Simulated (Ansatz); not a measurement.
## AlN (P6_3mc):C_Al, thermodynamic levels from a 72-atom cell

Wanted: the transition levels of a substitutional impurity in AlN (P6_3mc), from a cell of 72 host atoms with 1 Al taken out and 1 C put in.

Method: place-levels on r2SCAN runs: charge-transition levels and formation energies with image-charge correction and potential alignment at the atomic sites; PAW set soft_1, in Ansatz 0.2.0.

## (1) Set-up

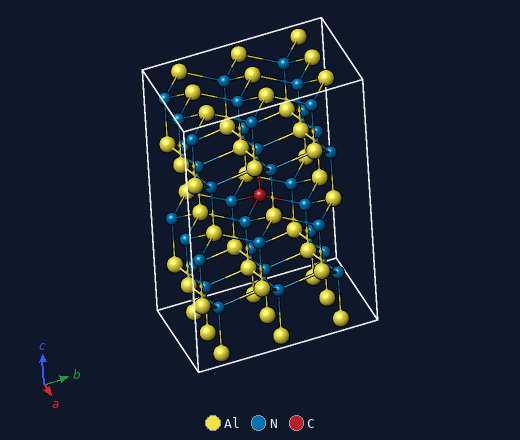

Start, viewed from a free direction; aluminium yellow, nitrogen blue, carbon red. Some periodic images of atoms are drawn too.

The cell holds 72 atoms: 35 Al, 36 N and 1 C. Its edges and angles: a = 9.320 Å, b = 9.320 Å, c = 9.956 Å, α = 90.0°, β = 90.0°, γ = 120.0°. It derives from AlN (space group P6_3mc). Nearest the centre at fractional (0.444, 0.556, 0.500): C34 at 0.00 Å, N11 at 1.89 Å, N43 at 1.89 Å, N35 at 1.89 Å, N40 at 1.90 Å, Al9 at 3.07 Å, Al13 at 3.07 Å, Al41 at 3.07 Å.

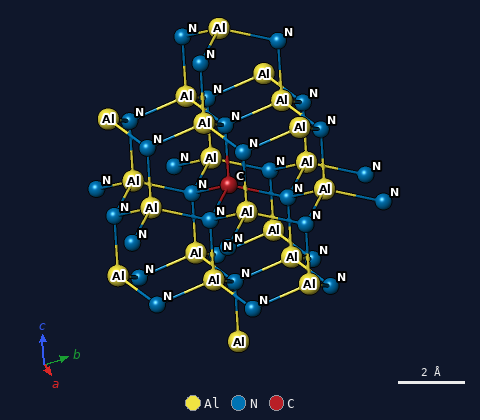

The atoms within 5 Å of the centre.

As a file:

```xyz
72
Lattice="9.3196 0.0000 0.0000 -4.6598 8.0710 0.0000 0.0000 0.0000 9.9565" Properties=species:S:1:pos:R:3 pbc="T T T"
Al    1.5533    0.8968    2.4852
Al    0.0000    1.7936    4.9743
N     1.5533    0.8968    4.3848
N     0.0000    1.7936    1.8957
Al    1.5533    0.8968    7.4634
Al    0.0000    1.7936    9.9525
N     1.5533    0.8968    9.3631
N     0.0000    1.7936    6.8739
Al    0.0000    3.5871    2.4852
Al   -1.5533    4.4839    4.9743
N     0.0000    3.5871    4.3848
N    -1.5533    4.4839    1.8957
Al    0.0000    3.5871    7.4634
Al   -1.5533    4.4839    9.9525
N     0.0000    3.5871    9.3631
N    -1.5533    4.4839    6.8739
Al   -1.5533    6.2774    2.4852
Al   -3.1065    7.1742    4.9743
N    -1.5533    6.2774    4.3848
N    -3.1065    7.1742    1.8957
Al   -1.5533    6.2774    7.4634
Al   -3.1065    7.1742    9.9525
N    -1.5533    6.2774    9.3631
N    -3.1065    7.1742    6.8739
Al    4.6598    0.8968    2.4852
Al    3.1065    1.7936    4.9743
N     4.6598    0.8968    4.3848
N     3.1065    1.7936    1.8957
Al    4.6598    0.8968    7.4634
Al    3.1065    1.7936    9.9525
N     4.6598    0.8968    9.3631
N     3.1065    1.7936    6.8739
Al    3.1065    3.5871    2.4852
C     1.5533    4.4839    4.9743
N     3.1065    3.5871    4.3848
N     1.5533    4.4839    1.8957
Al    3.1065    3.5871    7.4634
Al    1.5533    4.4839    9.9525
N     3.1065    3.5871    9.3631
N     1.5533    4.4839    6.8739
Al    1.5533    6.2774    2.4852
Al    0.0000    7.1742    4.9743
N     1.5533    6.2774    4.3848
N     0.0000    7.1742    1.8957
Al    1.5533    6.2774    7.4634
Al    0.0000    7.1742    9.9525
N     1.5533    6.2774    9.3631
N     0.0000    7.1742    6.8739
Al    7.7663    0.8968    2.4852
Al    6.2130    1.7936    4.9743
N     7.7663    0.8968    4.3848
N     6.2130    1.7936    1.8957
Al    7.7663    0.8968    7.4634
Al    6.2130    1.7936    9.9525
N     7.7663    0.8968    9.3631
N     6.2130    1.7936    6.8739
Al    6.2130    3.5871    2.4852
Al    4.6598    4.4839    4.9743
N     6.2130    3.5871    4.3848
N     4.6598    4.4839    1.8957
Al    6.2130    3.5871    7.4634
Al    4.6598    4.4839    9.9525
N     6.2130    3.5871    9.3631
N     4.6598    4.4839    6.8739
Al    4.6598    6.2774    2.4852
Al    3.1065    7.1742    4.9743
N     4.6598    6.2774    4.3848
N     3.1065    7.1742    1.8957
Al    4.6598    6.2774    7.4634
Al    3.1065    7.1742    9.9525
N     4.6598    6.2774    9.3631
N     3.1065    7.1742    6.8739
```

Known beforehand: the electronic dielectric constant, (4.49, 4.49, 4.72), and the static one, (8.15, 8.15, 9.65), computed on the host (DFPT, PBEsol, on the r2SCAN cell), and a cell off the functional's own equilibrium shifts the ionic part.

The cell's shortest repeat is 9.3 Å.

## (2) The runs of each charge state

A transition level is the Fermi level at which two charge states cost the same, so each charge needs its own total energy, at its own relaxed structure.

Each atom starts 0.05 Å or so off its site in a random direction: a symmetric start keeps its symmetry, and would miss off-centre moves and Jahn–Teller distortions. Forces are taken at one point at (¼, ¼, ¼). The cell holds 1 electron more than the neutral one, with a uniform background that keeps it neutral on the whole.

The sampling was tested on the host first: at the k-points planned (1x1x1 shifted 0.25 0.25 0.25) its energy lies -0.014 eV an atom from the dense-mesh value, under the bound of 0.02 eV set for this test; that bounds the host's error, not the defect's.

One of the inputs; charge, spin and start change from state to state.

Input file qm1.relax/input.yaml:

```yaml
crystal:
  lattice:
    - [9.31956554, 9.0e-08, 0.0]
    - [-4.65978284, 8.07098046, 0.0]
    - [0.0, 0.0, 9.95647772]
  atoms:
    - { symbol: Al, position: [0.22222222, 0.11111111, 0.24960167] }
    - { symbol: Al, position: [0.11111111, 0.22222222, 0.49960167] }
    - { symbol: "N", position: [0.22222222, 0.11111111, 0.44039833] }
    - { symbol: "N", position: [0.11111111, 0.22222222, 0.19039833] }
    - { symbol: Al, position: [0.22222222, 0.11111111, 0.74960167] }
    - { symbol: Al, position: [0.11111111, 0.22222222, 0.99960167] }
    - { symbol: "N", position: [0.22222222, 0.11111111, 0.94039833] }
    - { symbol: "N", position: [0.11111111, 0.22222222, 0.69039833] }
    - { symbol: Al, position: [0.22222222, 0.44444444, 0.24960167] }
    - { symbol: Al, position: [0.11111111, 0.55555556, 0.49960167] }
    - { symbol: "N", position: [0.22222222, 0.44444444, 0.44039833] }
    - { symbol: "N", position: [0.11111111, 0.55555556, 0.19039833] }
    - { symbol: Al, position: [0.22222222, 0.44444444, 0.74960167] }
    - { symbol: Al, position: [0.11111111, 0.55555556, 0.99960167] }
    - { symbol: "N", position: [0.22222222, 0.44444444, 0.94039833] }
    - { symbol: "N", position: [0.11111111, 0.55555556, 0.69039833] }
    - { symbol: Al, position: [0.22222222, 0.77777778, 0.24960167] }
    - { symbol: Al, position: [0.11111111, 0.88888889, 0.49960167] }
    - { symbol: "N", position: [0.22222222, 0.77777778, 0.44039833] }
    - { symbol: "N", position: [0.11111111, 0.88888889, 0.19039833] }
    - { symbol: Al, position: [0.22222222, 0.77777778, 0.74960167] }
    - { symbol: Al, position: [0.11111111, 0.88888889, 0.99960167] }
    - { symbol: "N", position: [0.22222222, 0.77777778, 0.94039833] }
    - { symbol: "N", position: [0.11111111, 0.88888889, 0.69039833] }
    - { symbol: Al, position: [0.55555556, 0.11111111, 0.24960167] }
    - { symbol: Al, position: [0.44444444, 0.22222222, 0.49960167] }
    - { symbol: "N", position: [0.55555556, 0.11111111, 0.44039833] }
    - { symbol: "N", position: [0.44444444, 0.22222222, 0.19039833] }
    - { symbol: Al, position: [0.55555556, 0.11111111, 0.74960167] }
    - { symbol: Al, position: [0.44444444, 0.22222222, 0.99960167] }
    - { symbol: "N", position: [0.55555556, 0.11111111, 0.94039833] }
    - { symbol: "N", position: [0.44444444, 0.22222222, 0.69039833] }
    - { symbol: Al, position: [0.55555556, 0.44444444, 0.24960167] }
    - { symbol: C, position: [0.44444444, 0.55555556, 0.49960167] }
    - { symbol: "N", position: [0.55555556, 0.44444444, 0.44039833] }
    - { symbol: "N", position: [0.44444444, 0.55555556, 0.19039833] }
    - { symbol: Al, position: [0.55555556, 0.44444444, 0.74960167] }
    - { symbol: Al, position: [0.44444444, 0.55555556, 0.99960167] }
    - { symbol: "N", position: [0.55555556, 0.44444444, 0.94039833] }
    - { symbol: "N", position: [0.44444444, 0.55555556, 0.69039833] }
    - { symbol: Al, position: [0.55555556, 0.77777778, 0.24960167] }
    - { symbol: Al, position: [0.44444444, 0.88888889, 0.49960167] }
    - { symbol: "N", position: [0.55555556, 0.77777778, 0.44039833] }
    - { symbol: "N", position: [0.44444444, 0.88888889, 0.19039833] }
    - { symbol: Al, position: [0.55555556, 0.77777778, 0.74960167] }
    - { symbol: Al, position: [0.44444444, 0.88888889, 0.99960167] }
    - { symbol: "N", position: [0.55555556, 0.77777778, 0.94039833] }
    - { symbol: "N", position: [0.44444444, 0.88888889, 0.69039833] }
    - { symbol: Al, position: [0.88888889, 0.11111111, 0.24960167] }
    - { symbol: Al, position: [0.77777778, 0.22222222, 0.49960167] }
    - { symbol: "N", position: [0.88888889, 0.11111111, 0.44039833] }
    - { symbol: "N", position: [0.77777778, 0.22222222, 0.19039833] }
    - { symbol: Al, position: [0.88888889, 0.11111111, 0.74960167] }
    - { symbol: Al, position: [0.77777778, 0.22222222, 0.99960167] }
    - { symbol: "N", position: [0.88888889, 0.11111111, 0.94039833] }
    - { symbol: "N", position: [0.77777778, 0.22222222, 0.69039833] }
    - { symbol: Al, position: [0.88888889, 0.44444444, 0.24960167] }
    - { symbol: Al, position: [0.77777778, 0.55555556, 0.49960167] }
    - { symbol: "N", position: [0.88888889, 0.44444444, 0.44039833] }
    - { symbol: "N", position: [0.77777778, 0.55555556, 0.19039833] }
    - { symbol: Al, position: [0.88888889, 0.44444444, 0.74960167] }
    - { symbol: Al, position: [0.77777778, 0.55555556, 0.99960167] }
    - { symbol: "N", position: [0.88888889, 0.44444444, 0.94039833] }
    - { symbol: "N", position: [0.77777778, 0.55555556, 0.69039833] }
    - { symbol: Al, position: [0.88888889, 0.77777778, 0.24960167] }
    - { symbol: Al, position: [0.77777778, 0.88888889, 0.49960167] }
    - { symbol: "N", position: [0.88888889, 0.77777778, 0.44039833] }
    - { symbol: "N", position: [0.77777778, 0.88888889, 0.19039833] }
    - { symbol: Al, position: [0.88888889, 0.77777778, 0.74960167] }
    - { symbol: Al, position: [0.77777778, 0.88888889, 0.99960167] }
    - { symbol: "N", position: [0.88888889, 0.77777778, 0.94039833] }
    - { symbol: "N", position: [0.77777778, 0.88888889, 0.69039833] }
  host:
    repeats: [3, 3, 2]
    atoms:
      - { symbol: Al, position: [0.66666667, 0.33333333, 0.49920333] }
      - { symbol: Al, position: [0.33333333, 0.66666667, 0.99920333] }
      - { symbol: "N", position: [0.66666667, 0.33333333, 0.88079667] }
      - { symbol: "N", position: [0.33333333, 0.66666667, 0.38079667] }
total_charge: -1
basis:
  ecutwfc: 500
  xc_grid: 2
hamiltonian:
  xc: r2scan
  pseudopotentials: { kind: paw, azcp: { folder: soft_1 } }
kpoints:
  mp_grid: { grid: [1, 1, 1], shift: [0.25, 0.25, 0.25] }
scf:
  occupations: { method: fixed }
  max_iter: 60
output:
  forces: true
  charged_corrections:
    epsilon: [4.49, 4.49, 4.72]
    static_epsilon: [8.15, 8.15, 9.65]
    defect_position: [0.444444, 0.555556, 0.499602]
relax:
  f_tol: 0.02
  max_steps: 80
  random_displacement: { amplitude: 0.05, seed: 1907 }
checkpoint:
  write: "../qm1.relax.run"
  compress: false
  write_wavefunctions: true
  write_every: 100000
```

On the command line:

```
ansatz run input.yaml --threads 4 --pin off --max-ram 7536MiB --backend cpu --events-out ev --progress --plain --runs-dir out
```

The relaxed structure is kept and the sampling changed to a 2×2×2 shifted mesh.

The run of this state that the levels use, under r2SCAN:

Input file qm1.point/input.yaml:

```yaml
crystal:
  checkpoint: "../qm1.relax.run"
  host: checkpoint
total_charge: -1
basis:
  ecutwfc: 500
  xc_grid: 2
hamiltonian:
  xc: r2scan
  pseudopotentials: { kind: paw, azcp: { folder: soft_1 } }
kpoints:
  mp_grid: { grid: [2, 2, 2], shift: [0.5, 0.5, 0.5] }
scf:
  occupations: { method: fermi_dirac, width: 0.01 }
  max_iter: 60
output:
  forces: true
  eigenvalues: true
  charged_corrections:
    epsilon: [4.49, 4.49, 4.72]
    static_epsilon: [8.15, 8.15, 9.65]
    defect_position: [0.444444, 0.555556, 0.499602]
  eigenstates: { localisation: true }
  populations: true
  band_densities: [{ bands: [v1, v1] }, { bands: [c1, c1] }]
  write_density: true
  write_potential: true
  volumetric_format: npy
  elf: true
checkpoint:
  read: "../qm1.relax.run"
  write: "../qm1.point.run"
  compress: false
  write_wavefunctions: false
  write_every: 100000
```

Relaxations under r2SCAN at one point at (¼, ¼, ¼); times on 4 threads of Intel Xeon Platinum 8375C at 2.90GHz (Ice Lake), shared host:

```tsv
charge	moment (μB)	occupations	outcome	steps	largest displacement against the far atoms (Å)	time
−1	0	fixed	converged	19	0.63	2.5 min
0	1	fixed	converged	13	0.57	3.7 min
+1	0	fixed	converged	7	0.31	53 s
```

Single points under r2SCAN at a 2×2×2 shifted mesh; times on 4 threads of Intel Xeon Platinum 8375C at 2.90GHz (Ice Lake), shared host:

```tsv
charge	moment (μB)	occupations	outcome	time
−1	0	fermi-dirac	converged	44 s
0	1	fermi-dirac	converged	1.8 min
+1	0	fermi-dirac	converged	43 s
```

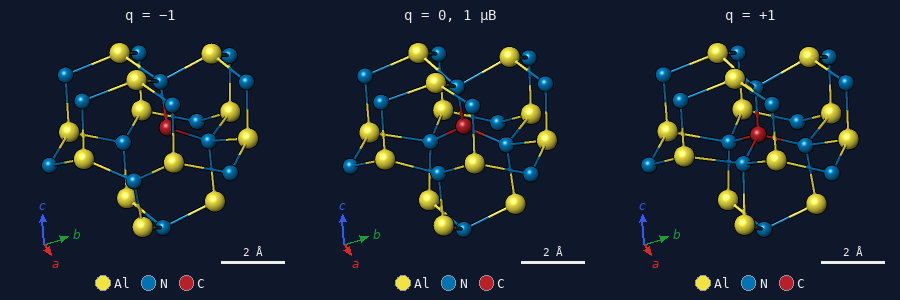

The structures near the centre after relaxation with r2SCAN, by charge.

Distances (Å) from C34 to the nearest atoms after relaxation with r2SCAN:

```tsv
charge	moment (μB)	1.	2.	3.	4.	5.	6.
−1	0	N 1.51	N 1.52	N 2.24	N 2.65	Al 2.75	Al 2.78
0	1	N 1.49	N 1.50	N 1.50	Al 2.66	Al 2.66	N 2.68
+1	0	N 1.56	N 1.60	N 1.60	N 1.60	Al 2.99	Al 2.99
```

(Continued in part 2 of 2.)

[Logs are printed without paths, hosts, clocks, repeated set-up lines and the standing remarks that a program may print on its own settings, such as how far it seeks lower states.]

[Hosts, paths, dates, database ids (printed as entryN), source tags and the programs' standing remarks are cut or masked in the printed files.]

[Where a table of states has a column of steps, it counts the stored structures, which are thinned; the runs took as many ionic steps or more.]

[A defect's name tells the site on which it was built; relaxed atoms can leave that site.]

[For some hosts the program warned that the k-mesh of the response run may be too coarse for force constants and the static dielectric constant; such warnings are not shown here.]
